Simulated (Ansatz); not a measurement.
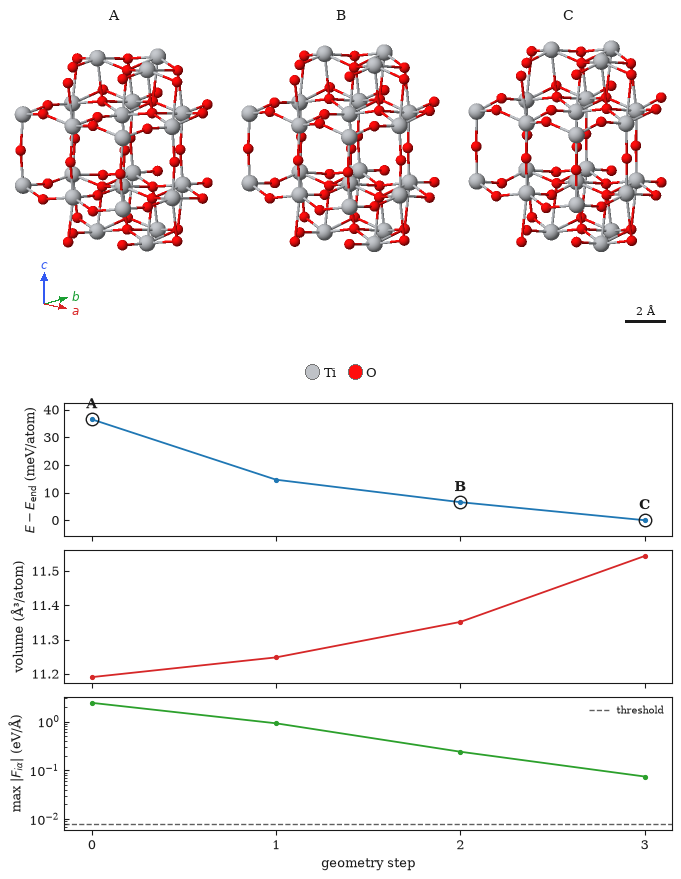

Frames of a relaxation of crystalline TiO$_{2}$ (set up in C2/m), marked on the history of the run. A ball-and-stick model of the atoms within 5.8 Å of the atom that moves most (axes of the larger cell on standard axes (4 times the calculation's cell)), seen from a free direction.

Case: biaxial strain in the a-b plane of -4.0 %; c and atoms relaxed.

These are results of DFT r2SCAN, scalar-relativistic, plane waves, PAW in Ansatz, not measurements. Settings: plane-wave cutoff 500 eV; k-point mesh 8 × 8 × 8; occupations gaussian; smearing width 0.02 eV; no spin polarisation; cell relaxed at fixed a, b, gamma; force threshold 0.008 eV/Å; at most 40 steps.

Question: Describe the path.

Answer: The run was cut off at its time limit before the relaxation converged, so the last structure is only a point on the way. After 3 geometry steps the energy has fallen by 36.5 meV per atom. Largest force component: 2.4 eV/Å at the start, 0.075 eV/Å at the end. The pressure goes from 15.43 to 9.26 GPa. The largest moves relative to the cell, 0.13 Å, are those of O atoms. By element the largest moves are O 0.13 Å, Ti 0.10 Å. The volume changes by +3.2 %, with a unchanged at 3.611 Å, b unchanged at 11.809 Å, c 12.596 → 12.993 Å (+3.2 %), α 90.0° → 90.1°. Among the contacts that change: Ti–Ti 3.191 → 3.414 Å, O–Ti 2.304 → 2.526 Å, O–Ti 2.282 → 2.486 Å, O–Ti 1.725 → 1.770 Å. Among the angles between lasting bonds that change: Ti–O–Ti 167.8° → 154.7°, O–Ti–O 163.8° → 155.1°, Ti–O–Ti 169.3° → 177.6°. The space group stays C2/m (No. 12). Cost: 7 min on 2 threads of Arm Neoverse V1 (shared host), peak memory 1.6 GiB. From step 0 to 2: Ti atoms move most (0.07 Å), volume +1.4 %, energy −30.0 meV per atom. From step 2 to 3: O atoms move most (0.08 Å), volume +1.7 %, energy −6.5 meV per atom.

```
step  E − E(0), meV/atom  largest force component, eV/Å  pressure, GPa  volume, Å³/atom
   0                0.00                         2.4145          15.43           11.190
   1              -21.85                         0.9197          13.87           11.248
   2              -29.98                         0.2407          12.13           11.351
   3              -36.51                         0.0748           9.26           11.543
```
